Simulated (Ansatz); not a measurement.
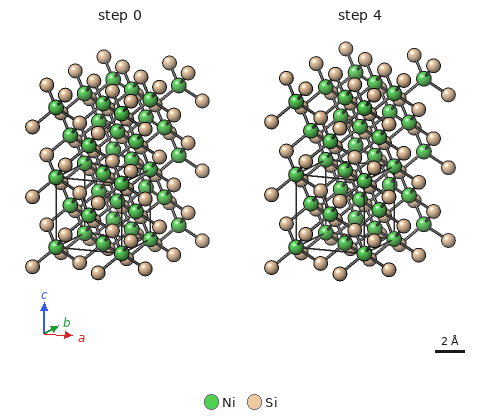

The structure of a crystal of SiNi (built on the zinc blende type) (coarse preliminary run) before (left) and after (right) a relaxation, at one scale.

A ball-and-stick model of the conventional cell (4 times the calculation's cell), repeated 1 × 2 × 2 with one cell outlined, seen slightly off an axis. Lengths and directions refer to the drawn axes.

Theory: DFT PBE, scalar-relativistic, plane waves, PAW (Ansatz). (plane-wave cutoff 420 eV; k-point mesh 8 × 8 × 8; occupations gaussian; smearing width 0.1 eV; no spin polarisation; cell and atoms relaxed; force threshold 0.05 eV/Å; at most 80 steps)

Describe what moved and what it gained.

Answer. After 3 accepted moves (4 points after the start) the energy has fallen by 88.5 meV per atom. All forces vanish by symmetry, so only the cell relaxes. The pressure goes from 15.92 to 0.18 GPa. The SCF was repeated once at an unchanged geometry on a basis and grid sized afresh for the cell, which shifted the energy by 0.9 meV per atom at most. No atom moves by more than 0.005 Å relative to the cell. Cell: a = b = c 4.942 → 5.147 Å (+4.2 %). Volume +13.0 %. Among the contacts that change: Ni–Si 2.140 → 2.229 Å. The space group stays F-43m (No. 216).
